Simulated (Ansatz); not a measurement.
## A series of single points on Sb

System: Sb (2 atoms in the cell).
Method: DFT, PBEsol, plane waves (420 eV) with PAW, scalar-relativistic, no spin polarisation (Ansatz 0.2.0).

The 6 runs differ only in the geometry, by an even scaling of the cell at fixed fractional positions.

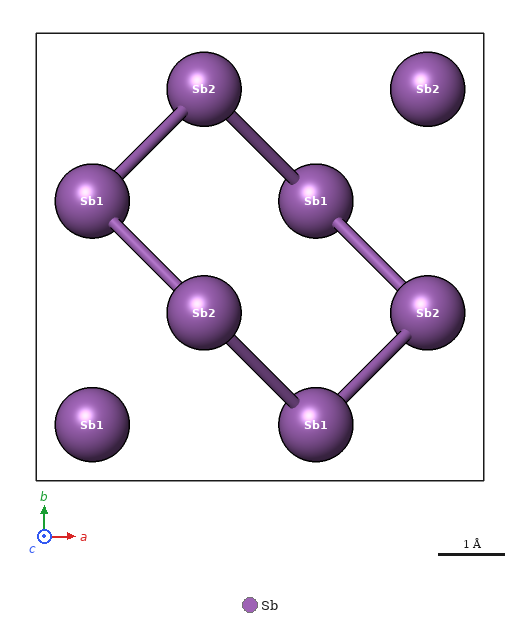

Figure 1. The structure of run 4 (ball-and-stick view of the cell 4 times as large as that of the calculation, set on its symmetry axes, along the c axis; atoms are numbered from 1 in the order of the input).

## Input of run 4
```yaml
crystal:
  lattice:
    - [0.0, 3.439890237, 3.439890237]
    - [3.439890237, 0.0, 3.439890237]
    - [3.439890237, 3.439890237, 0.0]
  atoms:
    - { symbol: Sb, position: [0.125, 0.125, 0.125] }
    - { symbol: Sb, position: [0.875, 0.875, 0.875] }
hamiltonian:
  xc: pbesol
  pseudopotentials:
    kind: paw
    azcp:
      Sb: "pseudopotentials/Sb.paw.azcp"
basis:
  ecutwfc: 420
  fft_grid_basis: typed
kpoints:
  mp_grid: { grid: [9, 9, 9], shift: [0, 0, 0] }
magnetization:
  spin_polarized: false
scf:
  occupations: { method: fermi_dirac, width: 0.1 }
  lower_state_search: "off"
output:
  stress: true
```

Lattice vectors (Å) and fractional positions of run 4:
```
   0.000000    3.439890    3.439890
   3.439890    0.000000    3.439890
   3.439890    3.439890    0.000000
Sb  0.125000  0.125000  0.125000
Sb  0.875000  0.875000  0.875000
```

Run 2 differs from it as follows:
```diff
-    - [0.0, 3.439890237, 3.439890237]
-    - [3.439890237, 0.0, 3.439890237]
-    - [3.439890237, 3.439890237, 0.0]
+    - [0.0, 3.3455988079, 3.3455988079]
+    - [3.3455988079, 0.0, 3.3455988079]
+    - [3.3455988079, 3.3455988079, 0.0]
```

## Results, with one run withheld

| run | volume per atom (Å³) | free energy per atom, from the lowest run given (meV) | pressure (GPa) |
| --- | --- | --- | --- |
| 1 | 35.819 | 75.89 | 5.61 |
| 2 | 37.447 | ? | ? |
| 3 | 39.076 | 6.87 | 1.46 |
| 4 | 40.704 | 0.00 | −0.06 |
| 5 | 42.332 | 7.20 | −1.31 |
| 6 | 43.960 | 25.93 | −2.34 |

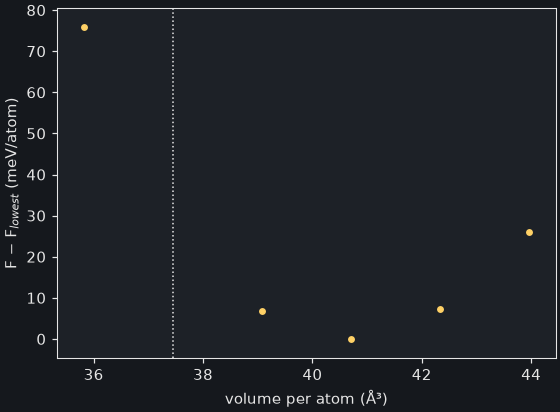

Figure 2. Free energy per atom of the runs given; the dotted line marks run 2.

Fit the runs given and predict run 2.

A cubic polynomial in V^(−2/3) (the Birch–Murnaghan form), fitted to the 5 runs given, misses them by under 0.01 meV per atom. With x = V^(−2/3) − 0.08520 Å⁻², it reads F = 0.4709 + 1630.1 x + 1.3823e+06 x² − 5.5084e+05 x³ (meV per atom). At run 2 it gives 30.90 meV per atom, and the run itself gives 30.89. The slope of the fit gives a pressure −dF/dV of 3.33 GPa there, and the run prints 3.33 GPa. The fit has its minimum at 40.632 Å³ per atom, where V d²F/dV² gives 34.7 GPa: the bulk modulus at this level, since symmetry fixes the shape and the positions.

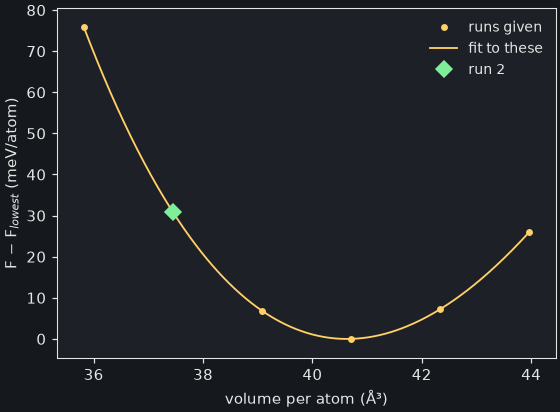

Figure 3. The fit and the withheld run.

## Output, shortened to warnings, some set-up lines, iterations and results (run 2)
```
Warning: [file] the record states the generating functional pbe (its physics header spells it `PBE`), which answers neither for hamiltonian.xc's functional nor for the pbesol family's — results may be inconsistent (PPs are generated against a specific XC)
Basis set: ecut = 420 eV, 1459 PW (Γ)
Symmetry: 48 space group operations
k-points: 35 of 729
Initial density: superposition of atomic densities (neutral atoms: chi_scale 0, normalization atom), corrected by the library's trained network
[...]
SCF iter   1: F=—  HF=-12815.334466 eV  |F-HF|=—  |Δ(HF+E_count)|=         —  Δρ=2.29e-3  dr2=1.67e-3  ethr=1.77e-3  ⟨swp⟩=6.2  Hψ=3464  notcnv=0
SCF iter   2: F=—  HF=-12815.332545 eV  |F-HF|=—  |Δ(HF+E_count)|=   1.92e-3  Δρ=6.24e-4  dr2=1.96e-4  ethr=5.58e-6  ⟨swp⟩=2.3  Hψ=1489  notcnv=0
SCF iter   3: F=—  HF=-12815.332416 eV  |F-HF|=—  |Δ(HF+E_count)|=   1.29e-4  Δρ=2.05e-4  dr2=2.21e-5  ethr=6.54e-7  ⟨swp⟩=2.0  Hψ=1198  notcnv=0
SCF iter   4: F=—  HF=-12815.332409 eV  |F-HF|=—  |Δ(HF+E_count)|=   6.91e-6  Δρ=2.40e-5  dr2=1.09e-6  ethr=7.38e-8  ⟨swp⟩=2.0  Hψ=1208  notcnv=0
SCF iter   5: F=—  HF=-12815.332409 eV  |F-HF|=—  |Δ(HF+E_count)|=   3.52e-7  Δρ=1.07e-5  dr2=1.13e-7  ethr=3.62e-9  ⟨swp⟩=2.0  Hψ=847  notcnv=0
SCF iter   6: F=-12815.332409 eV  HF=-12815.332409 eV  |F-HF|=5.45e-9  |Δ(HF+E_count)|=   1.28e-9  Δρ=3.06e-6  dr2=5.69e-9  ethr=3.33e-10  ⟨swp⟩=4.8  Hψ=2096  notcnv=0
SCF 1 converged in 6 iterations: F = -12815.332409 eV  dr2 = 5.69e-9
SCF converged after 6 iterations
Free energy (F): -12815.332409 eV
Harris-Foulkes:  -12815.332409 eV  (|F-HF|=5.45e-9)
Internal energy: -12815.275110 eV  (E = F + TS)
E sigma→0 (E₀):  -12815.303760 eV
Entropy (-TS):   -0.057299 eV (-28.650 meV/atom)
Fermi energy:    7.175357 eV
--- Per-component energies (eV) ---
  E_band       = -420.796174
  E_kinetic    = 415.550689
  E_local      = -3770.504406  (includes V_loc(G=0)·N_el)
  E_nonlocal   = 727.406747
  E_hartree    = 1692.674367
  E_xc         = -274.825890
  E_vxc        = -192.927152  (∫ρ·V_xc dr)
  E_paw        = -8997.918623  (= ΣΔE_a)
  E_vpaw       = -985.676816  (= ΣTr[D̂ρ^β])
  E_aug_tail   = -0.000004  (compensation charges beyond the density's cutoff)
  E_ewald      = -2608.321705
  E_core_change = 0.663714  (= ΣΔE_core)
  E_smearing   = -0.057299  (= −TS)
  E_closure    = 0.000000  (closes the sum)
  Σ components = -12815.332409   (vs F -12815.332409, Δ=0.00e0)
--- Stress (GPa, compression-positive) ---
        3.325930       0.000000      -0.000000
        0.000000       3.325930       0.000000
        0.000000       0.000000       3.325930
  P = ⅓ Tr σ = 3.3259 GPa (33.259 kbar)
```

The program warns: the PAW datasets were made with another functional.
